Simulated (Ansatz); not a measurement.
```
CELL_PARAMETERS angstrom
2.80966 0.00000 0.00000
0.00000 4.86387 0.00000
0.00000 0.00000 4.92370
ATOMIC_POSITIONS crystal
W 0.79317 0.93684 0.75000
W 0.20683 0.43684 0.75000
W 0.20683 0.06316 0.25000
W 0.79317 0.56316 0.25000
```

Space group Pbcm; a structure from a database of computed crystals, not necessarily the ambient phase; computed pressure about −7 GPa in this cell.

All numbers below come from Ansatz 0.2.0, Kohn-Sham DFT of a periodic cell, r2SCAN, Ansatz PAW.

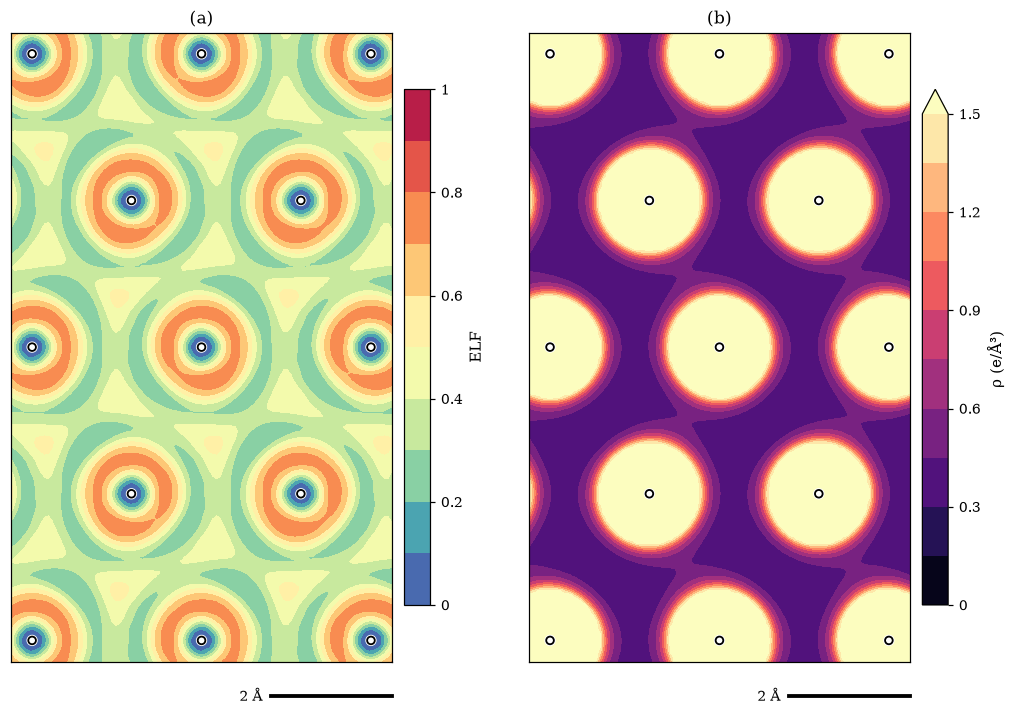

W. (a) electron localisation function; (b) valence charge density (pseudo) on the (001) plane of the conventional cell. Circles mark the nuclei in the plane (W).

In a PAW calculation such maps are meaningful between the atoms, not at the nuclei.

Q: Read the bonding off the picture.

A:
- The section cuts through W sites.
- W–W (2.70 Å): the density is about 0.46 e/Å³ at the midpoint; the ELF is about 0.40 at the midpoint.
- W–W (2.81 Å): ρ is about 0.38 e/Å³ halfway; the ELF is about 0.35 at the midpoint.
- W–W (2.94 Å): the density is about 0.31 e/Å³ at the midpoint; the ELF is about 0.35 at the midpoint.
- Between the atoms the lowest density in this plane is 0.31 e/Å³.
- The features right at W lie inside the PAW spheres, where the map follows smoothed inner orbitals and isn't to be read closely.

Q: Does the calculation give a band gap?

A: It is gapless in this calculation (a metal or semimetal).
